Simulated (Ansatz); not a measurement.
## Electronic structure of CsH in real space

```cif
data_structure
_symmetry_space_group_name_H-M 'P 1'
_symmetry_Int_Tables_number 1
_cell_length_a 4.5085
_cell_length_b 4.5085
_cell_length_c 6.3760
_cell_angle_alpha 90.000
_cell_angle_beta 90.000
_cell_angle_gamma 90.000
_cell_volume 129.60
loop_
_atom_site_label
_atom_site_type_symbol
_atom_site_fract_x
_atom_site_fract_y
_atom_site_fract_z
_atom_site_occupancy
Cs1 Cs 0.50000 0.50000 0.53137 1
Cs2 Cs 0.00000 0.00000 0.03137 1
H1 H 0.00000 0.00000 0.50000 1
H2 H 0.50000 0.50000 0.00000 1
```

Space group I4mm; changed on purpose from its base cell (all Cs atoms moved -0.200 Å, as atom 1 along Cartesian [0 0 1]).

The calculation used Ansatz 0.2.0, DFT r2SCAN, scalar-relativistic, plane waves, PAW.

In a PAW calculation such maps are meaningful between the atoms, not at the nuclei.

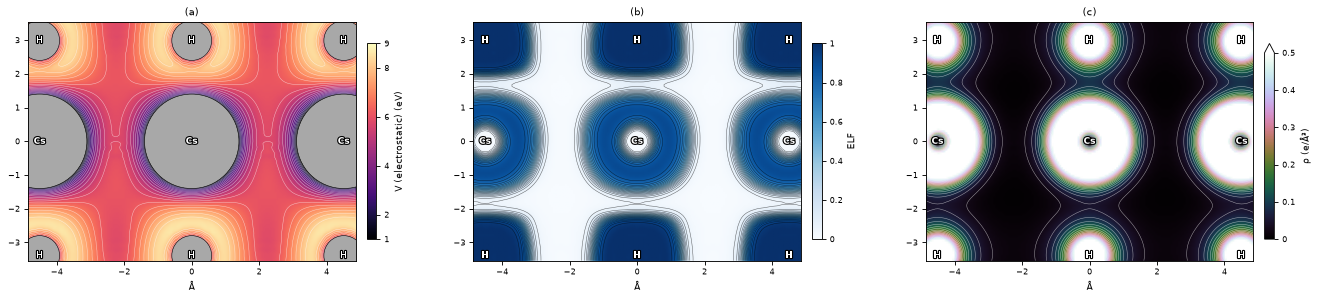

Figure 1. (a) electrostatic potential (local pseudopotential plus Hartree) felt by an electron; (b) electron localisation function; (c) valence pseudo-density on the (100) plane of the conventional cell. Grey discs cover the atomic cores in the potential map.

### What does the map show?

- The plane passes through Cs and H nuclei.
- Cs–H (2.99 Å): the density is about 0.14 e/Å³ at the midpoint; the ELF climbs to about 1 towards the hydrogen.
- Cs–H (3.39 Å): ρ at the midpoint is about 0.07 e/Å³; the ELF climbs to about 1 towards the hydrogen.
- Between the atoms the lowest density in this plane is 0.005 e/Å³.
- The features right at Cs lie inside the PAW spheres, where the map follows smoothed inner orbitals and isn't to be read closely.
- Outside the cores the potential energy rises away from the atoms and is highest about 1.0 Å from the nearest atoms; its zero is arbitrary.

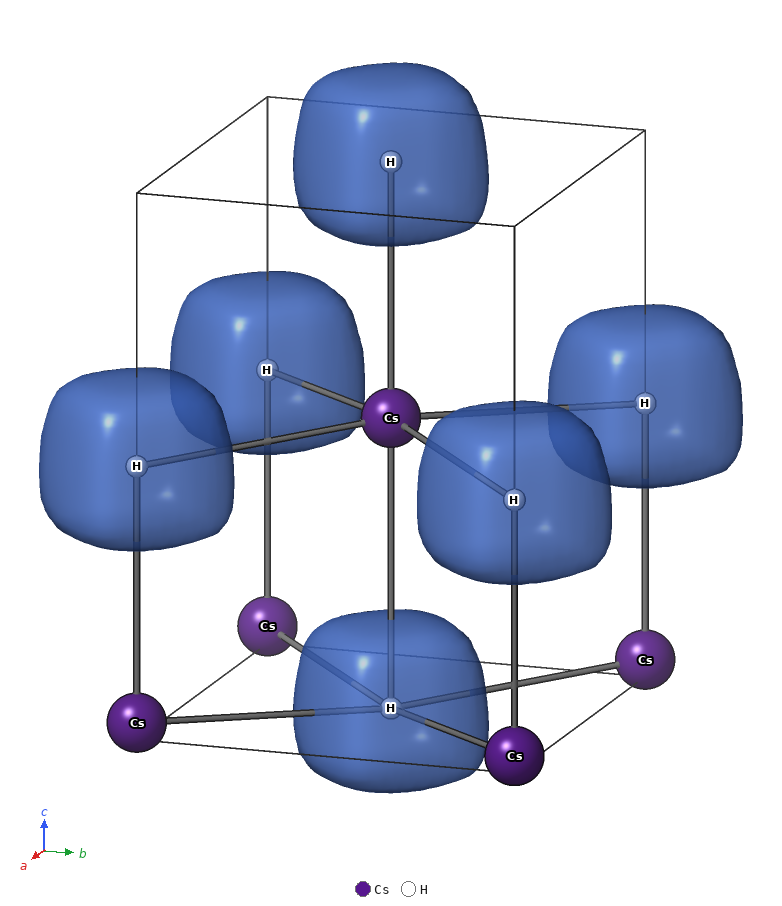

Figure 2. Isosurface of the ELF at 0.85 (blue), seen slightly off an axis. Core shells and regions of very low density are left out. Sticks mark near contacts.

### Describe the localisation domains.

The ELF exceeds this value in two regions around hydrogen nuclei, counted in one cell of 4 atoms. Regions shared between cells count once. Profiles from the grid: Cs–H (3.19 Å): the ELF climbs to about 1 towards the hydrogen.

### Metal or insulator at this level of theory?

It is gapped, with a Kohn–Sham gap of 2.7 eV on the k-point mesh, an upper bound to the gap of this method.
